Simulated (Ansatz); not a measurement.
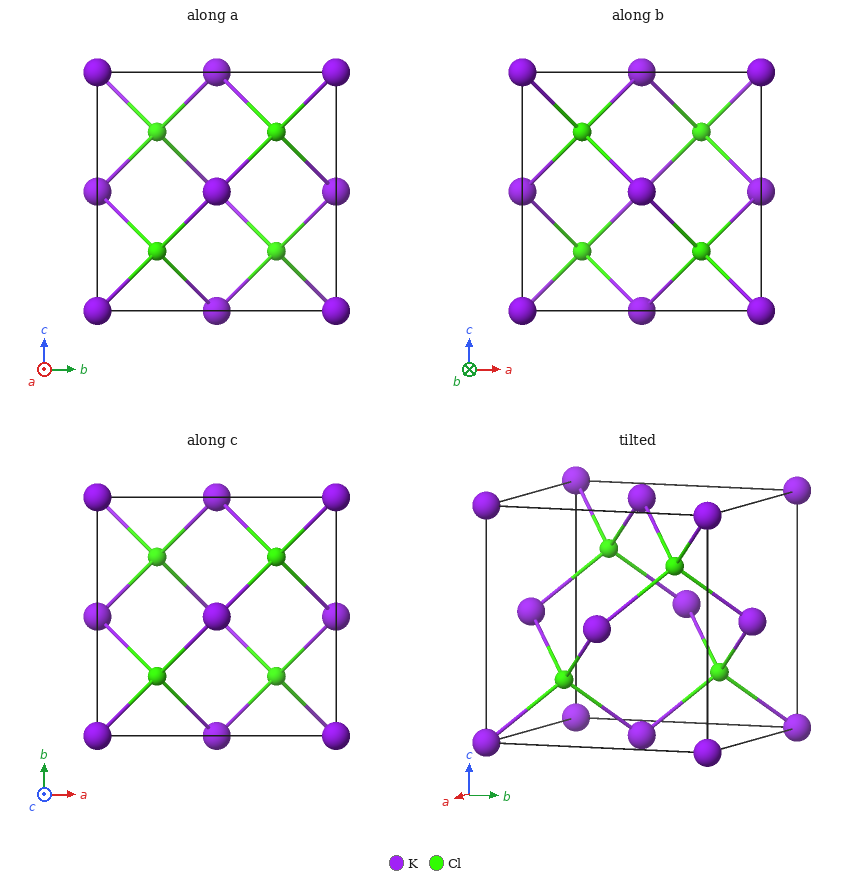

This ball-and-stick model is shown along the a axis, along the b axis, along the c axis and slightly off an axis. Atoms at the boundary of the conventional unit cell (the box) are drawn once for each face, edge or corner they touch.

Lattice parameters: a = 7.0146 Å, b = 7.0146 Å, c = 7.0146 Å, α = 90.000°, β = 90.000°, γ = 90.000°.

### Set out the cell and atoms as a CIF with its space group and independent sites.

```cif
data_structure
_symmetry_space_group_name_H-M 'F -4 3 m'
_symmetry_Int_Tables_number 216
_cell_length_a 7.0146
_cell_length_b 7.0146
_cell_length_c 7.0146
_cell_angle_alpha 90.000
_cell_angle_beta 90.000
_cell_angle_gamma 90.000
_cell_volume 345.15
loop_
_atom_site_label
_atom_site_type_symbol
_atom_site_symmetry_multiplicity
_atom_site_Wyckoff_symbol
_atom_site_fract_x
_atom_site_fract_y
_atom_site_fract_z
_atom_site_occupancy
K1 K 4 a 0.0000 0.0000 0.0000 1
Cl1 Cl 4 d 0.2500 0.2500 0.7500 1
```

The cell started as a structure type filled with these elements by a generator (whether the compound takes this form wasn't checked). Earlier steps of the study, as a rule a relaxation of our own, may have changed the cell and positions, so they can lie some per cent off the listed ones. Ansatz was used for an electronic-structure calculation on it.
